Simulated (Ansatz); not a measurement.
# Run report: Al$_{2}$GaN$_{3}$, single-point calculation

The run: single-point calculation of Al$_{2}$GaN$_{3}$ (Cm, 12 atoms in the cell). Method and program: DFT r2SCAN, scalar-relativistic, plane waves, PAW, no spin polarisation (Ansatz 0.2.0).

The structure derives from a Materials Project entry. Figures and captions count atoms from 1; the log counts them from 0 in places.

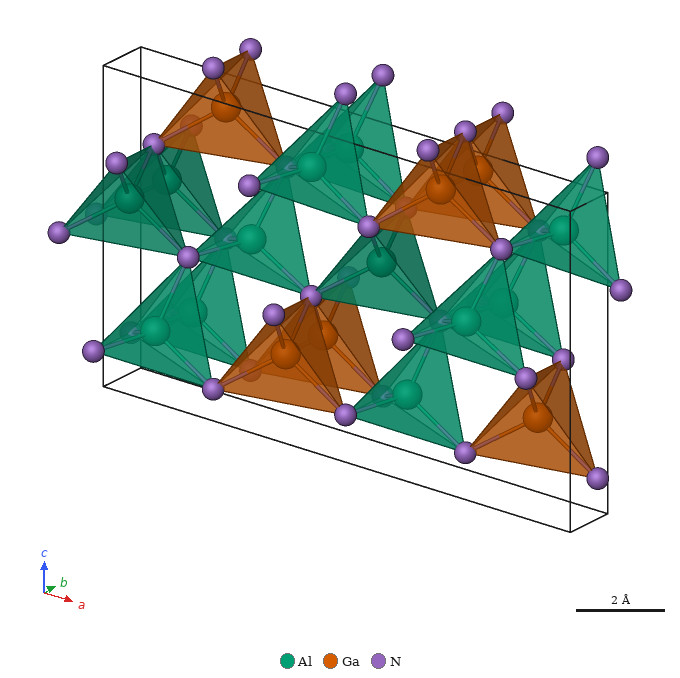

**Figure 1.** The input geometry (polyhedral view of the cell 2 times as large as that of the calculation, set on its symmetry axes, seen slightly off an axis; polyhedra are completed across the faces of the cell).

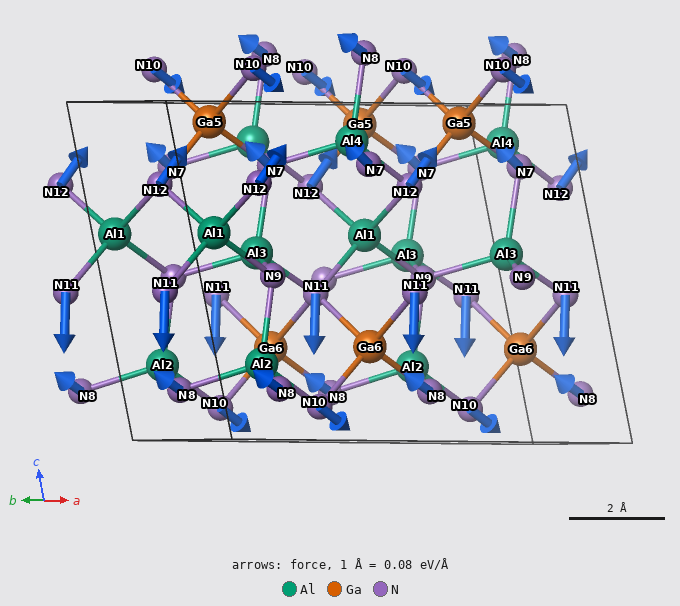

**Figure 2.** Forces on the atoms as blue arrows (ball-and-stick view of the cell 2 times as large as that of the calculation, set on its symmetry axes, seen at an oblique angle; bonded neighbours outside the cell are drawn too; atoms are numbered from 1 in the order of the input); the smallest are left out. The largest act on N11 (0.10 eV/Å); N12 (0.09 eV/Å); N10 (0.08 eV/Å); N7, N8 (0.07 eV/Å). The geometry is not a stationary point of this energy.

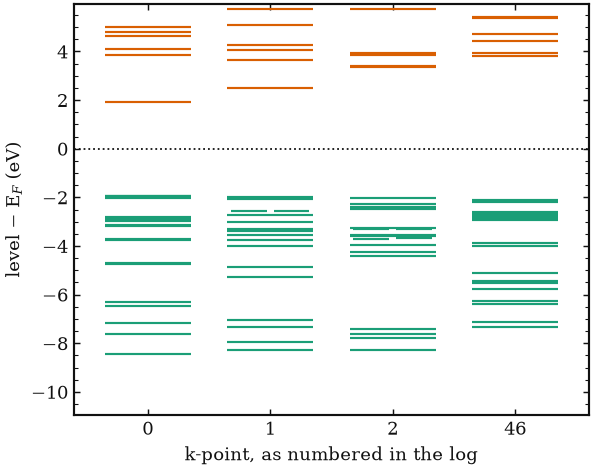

**Figure 3.** Kohn–Sham levels near the Fermi level (dotted) at the few k-points that the log prints; levels within 0.02 eV of each other stand side by side. Among these points the highest filled and lowest empty levels are 3.87 eV apart, which is the gap on the mesh.

These pictures come from the run below.

Input file:
```yaml
crystal:
  lattice:
    - [5.739423034, -1.56607938, 0.0]
    - [5.739423034, 1.56607938, 0.0]
    - [-1.8961006863, 0.0, 7.1678385998]
  atoms:
    - { symbol: Al, position: [0.94409723, 0.94409723, 0.38928931] }
    - { symbol: Al, position: [0.88892864, 0.88892864, 0.77663881] }
    - { symbol: Al, position: [0.22293348, 0.22293348, 0.4444025] }
    - { symbol: Al, position: [0.55406339, 0.55406339, 0.11331442] }
    - { symbol: Ga, position: [0.27735269, 0.27735269, 0.0578216] }
    - { symbol: Ga, position: [0.6095714, 0.6095714, 0.72164919] }
    - { symbol: "N", position: [0.1474265, 0.1474265, 0.18519421] }
    - { symbol: "N", position: [0.48134493, 0.48134493, 0.85286684] }
    - { symbol: "N", position: [0.81824376, 0.81824376, 0.51489646] }
    - { symbol: "N", position: [0.76479228, 0.76479228, 0.90124682] }
    - { symbol: "N", position: [0.09504084, 0.09504084, 0.56368919] }
    - { symbol: "N", position: [0.43156986, 0.43156986, 0.24379164] }
basis:
  ecutwfc: 500
kpoints:
  mp_grid: { grid: [6, 6, 4] }
hamiltonian:
  xc: r2scan
scf:
  occupations: { method: gaussian, width: 0.1 }
output:
  forces: true
  stress: true
  eigenvalues: true
```

Launch command:
```bash
ansatz run input.yaml --threads 2 --pin off --max-ram 5120MiB --backend cpu --events-out ev --progress --plain --runs-dir out
```

Output:
```
Engine: ansatz 0.2.0, x86_64-unknown-linux-gnu
Pseudopotentials: kind: paw
Pseudopotential: Al, paw, valence charge 3, recommended cutoff 500 eV (meta_gga), Al.paw.azcp
Pseudopotential: Ga, paw, valence charge 13, recommended cutoff 500 eV (meta_gga), Ga.paw.azcp
Pseudopotential: N, paw, valence charge 5, recommended cutoff 500 eV (meta_gga), N.paw.azcp
Functional definition: r2SCAN
  parameter k0 = 0.174
  parameter k1 = 0.065
  parameter a1 = 4.9479
  exchange = r2scan_x(k0 = k0, k1 = k1, a1 = a1)
  correlation = r2scan_c
Crystal: 12 atoms, lattice volume = 128.855 Å³
Basis set: ecut = 500 eV, 3285 PW (Γ), exchange–correlation on 180×180×240 points (64 copies of the dense FFT grid, shifted against one another)
Bands: 46, of which v1, the nominal top of the filled ones, is band 34 counted from 1 (33 counted from 0)
Symmetry: 2 space group operations
Space group: Cm (ITA 8), of the structure as read, at distance tolerance 5.1e-5 Å
k-points: 47 of 144 (time reversal used)
Non-local potential: Al, projectors of the file, l = 0: 2, l = 1: 2, l = 2: 1
Non-local potential: Ga, projectors of the file, l = 0: 2, l = 1: 2, l = 2: 3, l = 3: 1
Non-local potential: N, projectors of the file, l = 0: 2, l = 1: 2, l = 2: 1
PAW form: soft (Blöchl's): semilocal exchange-correlation on the pseudo side does not see the compensation charge
PAW frozen core: Al, regenerated for the run's functional (the file was generated under x = pbe(κ = 0.804, μ = 0.2195149727645171), c = pbe(β = 0.06672455060314922))
PAW frozen core: Ga, regenerated for the run's functional (the file was generated under x = pbe(κ = 0.804, μ = 0.2195149727645171), c = pbe(β = 0.06672455060314922))
PAW frozen core: N, regenerated for the run's functional (the file was generated under x = pbe(κ = 0.804, μ = 0.2195149727645171), c = pbe(β = 0.06672455060314922))
PAW one-centre angular grid: Al, 302 points (default); XC on 160 Gauss nodes
PAW one-centre angular grid: Ga, 590 points (default); XC on 160 Gauss nodes
PAW one-centre angular grid: N, 302 points (default); XC on 160 Gauss nodes
Initial density: superposition of atomic densities (neutral atoms: chi_scale 0, normalization atom), corrected by the library's trained network
Initial wavefunctions: pseudopotential atomic-orbital guess
Functional: x = r2scan, c = r2scan; τ floored in thin density (d = 2e-4 eV/Å³)
SCF iter   1: F=—  HF=-12066.303902 eV  |F-HF|=—  |Δ(HF+E_count)|=         —  Δρ=8.94e-3  dr2=7.03e-2  dr2_τ=8.09e-1  ethr=1.77e-3  ⟨swp⟩=7.4  Hψ=10365  notcnv=0  defer=20
preconditioner: auto → Resta (q_TF=auto, 2.453 Å⁻¹)  ε∞=3.8  [insulator: Δε(μ)=3.818 eV  Ē_g=16.197 eV  σ=0.100 eV  W_gap=1.00  n_scr=30 (ndim 8)  ℏωp=27.0 eV  f_vac=0.000  D(μ)=0.00/eV (n_scr^D=0)  ε∞_Penn≈3.8]
SCF iter   2: F=—  HF=-12066.648940 eV  |F-HF|=—  |Δ(HF+E_count)|=   3.45e-1  Δρ=5.23e-3  dr2=2.82e-2  dr2_τ=5.33e-4  ethr=1.03e-4  ⟨swp⟩=2.0  Hψ=4431  notcnv=0  defer=269
SCF iter   3: F=—  HF=-12066.644995 eV  |F-HF|=—  |Δ(HF+E_count)|=   3.95e-3  Δρ=2.78e-3  dr2=5.03e-3  dr2_τ=4.25e-4  ethr=4.14e-5  ⟨swp⟩=2.7  Hψ=3539  notcnv=0  defer=128
automatic band count: iteration 3 solves 43 bands in place of 46: the levels show a gap, and the empty bands left out lie too high to hold charge; the band table lists the bands solved (type scf.n_extra_bands for more)
SCF iter   4: F=—  HF=-12066.644159 eV  |F-HF|=—  |Δ(HF+E_count)|=   8.36e-4  Δρ=3.43e-4  dr2=1.50e-4  dr2_τ=5.77e-5  ethr=7.40e-6  ⟨swp⟩=3.0  Hψ=3999  notcnv=0  defer=128
SCF iter   5: F=—  HF=-12066.644180 eV  |F-HF|=—  |Δ(HF+E_count)|=   2.08e-5  Δρ=1.45e-4  dr2=2.04e-5  dr2_τ=2.36e-6  ethr=2.20e-7  ⟨swp⟩=2.4  Hψ=3344  notcnv=0  defer=128
SCF iter   6: F=—  HF=-12066.644230 eV  |F-HF|=—  |Δ(HF+E_count)|=   5.04e-5  Δρ=6.67e-5  dr2=6.28e-6  dr2_τ=1.06e-6  ethr=3.01e-8  ⟨swp⟩=2.0  Hψ=3486  notcnv=0  defer=128
SCF iter   7: F=—  HF=-12066.644229 eV  |F-HF|=—  |Δ(HF+E_count)|=   1.29e-6  Δρ=1.21e-5  dr2=1.82e-7  dr2_τ=1.85e-8  ethr=9.24e-9  ⟨swp⟩=2.0  Hψ=3135  notcnv=0  defer=128
SCF iter   8: F=-12066.644229 eV  HF=-12066.644229 eV  |F-HF|=1.29e-8  |Δ(HF+E_count)|=   4.33e-8  Δρ=4.53e-6  dr2=3.05e-8  dr2_τ=2.25e-9  ethr=1.47e-10  ⟨swp⟩=11.0  Hψ=8982  notcnv=0
SCF 1 converged in 8 iterations: F = -12066.644229 eV  dr2 = 3.05e-8
  greatest PAW one-centre occupation: 0.995 electrons in one spin orbital (limit 2), on the Ga atom at site 5 (counted from 0), in its partial waves of l = 2
SCF converged after 8 iterations
Free energy (F): -12066.644229 eV
Harris-Foulkes:  -12066.644229 eV  (|F-HF|=1.29e-8)
Internal energy: -12066.644229 eV  (E = F + TS)
E sigma→0 (E₀):  -12066.644229 eV
Fermi energy:    9.751417 eV
--- Per-component energies (eV) ---
  E_band       = -6.498310
  E_kinetic    = 1136.578850
  E_local      = -5891.765369  (includes V_loc(G=0)·N_el)
  E_nonlocal   = 1170.021537
  E_hartree    = 2650.194588
  E_xc         = -639.089802
  E_vxc        = -764.117391  (∫ρ·V_xc dr)
  E_paw        = -6684.537777  (= ΣΔE_a)
  E_vpaw       = -998.896577  (= ΣTr[D̂ρ^β])
  E_aug_tail   = 0.000018  (compensation charges beyond the density's cutoff)
  E_vtau       = 41.287956  (kinetic-family band-sum trace: ∫τ·v_τ [+ j·A + Jᵃ·Aᵃ] dr)
  E_ewald      = -3806.322314
  E_core_change = -1.723959  (= ΣΔE_core)
  E_smearing   = -0.000000  (= −TS)
  E_closure    = 0.000000  (closes the sum)
  Σ components = -12066.644229   (vs F -12066.644229, Δ=0.00e0)
--- Forces (eV/Å), atoms counted from 1 ---
  atom   1  Al     0.00501872    -0.00000000     0.00165952
  atom   2  Al    -0.00405804     0.00000000    -0.00506363
  atom   3  Al     0.00701980     0.00000000     0.00849612
  atom   4  Al    -0.00511950     0.00000000    -0.00100709
  atom   5  Ga    -0.00263685    -0.00000000    -0.01563958
  atom   6  Ga     0.01185830    -0.00000000    -0.00521148
  atom   7  N      0.05685795    -0.00000000    -0.04080312
  atom   8  N      0.06106767    -0.00000000    -0.03187256
  atom   9  N     -0.00076074    -0.00000000     0.01179783
  atom  10  N     -0.07049506     0.00000000     0.04007057
  atom  11  N      0.00402010     0.00000000     0.10441936
  atom  12  N     -0.06282338     0.00000000    -0.06682827
  max |Σ_I F_I| component: 5.10e-5 eV/Å
--- Stress (GPa, compression-positive) ---
       -0.151227       0.000000      -0.004391
        0.000000      -0.166754      -0.000000
       -0.004439      -0.000000      -0.145635
  P = ⅓ Tr σ = -0.1545 GPa (-1.545 kbar)
--- Band table (eV; the first three rows and the last of 47) ---
  k-point 0: bands = ["-8.4515", "-7.4726", "-7.1435", "-6.9409", "-6.7504", "-6.4074", "-5.5607", "-5.4921", "-5.4744", "-5.3878", "-5.3319", "-5.3233", "-5.3023", "-4.8828", "-4.8243", "-4.5521", "1.3297", "2.1507", "2.5987", "3.2937", "3.4665", "5.0104", "5.0521", "5.9989", "6.0575", "6.5610", "6.6103", "6.7619", "6.8290", "6.8532", "6.9322", "7.7402", "7.7885", "7.8153", "11.6876", "13.5885", "13.8371", "14.4039", "14.5433", "14.7549", "16.8922", "17.3052", "17.8672"]
  k-point 1: bands = ["-8.3488", "-7.6806", "-7.1631", "-6.9147", "-6.7675", "-6.3165", "-5.5608", "-5.4931", "-5.4744", "-5.4029", "-5.3318", "-5.3219", "-5.3022", "-4.8519", "-4.8252", "-4.4876", "1.4904", "1.7959", "2.4395", "2.7178", "4.4665", "4.8891", "5.7412", "5.9938", "6.1839", "6.3885", "6.4136", "6.4560", "6.7190", "7.0097", "7.1798", "7.1853", "7.6845", "7.7757", "12.2379", "13.4002", "13.8250", "14.0044", "14.8444", "15.5197", "16.7803", "17.1406", "17.8439"]
  k-point 2: bands = ["-8.0992", "-8.0195", "-7.1707", "-6.9004", "-6.7787", "-6.2481", "-5.5609", "-5.4918", "-5.4744", "-5.4193", "-5.3318", "-5.3187", "-5.3021", "-4.8412", "-4.8135", "-4.4155", "1.4592", "1.9686", "2.1177", "2.3245", "5.3377", "5.4973", "5.8089", "6.0576", "6.0752", "6.1584", "6.1992", "6.4685", "6.4700", "6.4895", "7.2663", "7.3636", "7.4892", "7.7074", "13.1147", "13.1357", "13.6172", "13.6831", "15.4903", "15.7571", "16.8992", "17.2759", "17.5094"]
  k-point 46: bands = ["-7.8717", "-7.5555", "-7.5139", "-7.2155", "-6.7878", "-6.3684", "-5.5608", "-5.4740", "-5.4736", "-5.3941", "-5.3383", "-5.3321", "-5.3019", "-5.2367", "-4.7140", "-4.4327", "2.4251", "2.6121", "3.3607", "3.5073", "3.9733", "4.2098", "4.2917", "4.6480", "5.7439", "5.8941", "6.8090", "6.9171", "6.9624", "7.0188", "7.0715", "7.1699", "7.5444", "7.6243", "13.5722", "13.7042", "14.1768", "14.4652", "15.1106", "15.1878", "15.7169", "16.3990", "18.0928"]
```

Summary:

```tsv
quantity	value
outcome	converged
space group (tolerance 0.01 Å)	Cm (8)
electrons treated	68
free energy	−12066.6442 eV
Fermi energy	9.751 eV
gap on the k-point mesh	3.87 eV
pressure	−0.15 GPa
largest force (length of the vector)	0.104 eV/Å
hardware	2 threads of Intel Xeon (Granite Rapids), 192 GiB of memory available, shared host
wall time	14 s (CPU time 28 s)
peak memory	1 GiB
```
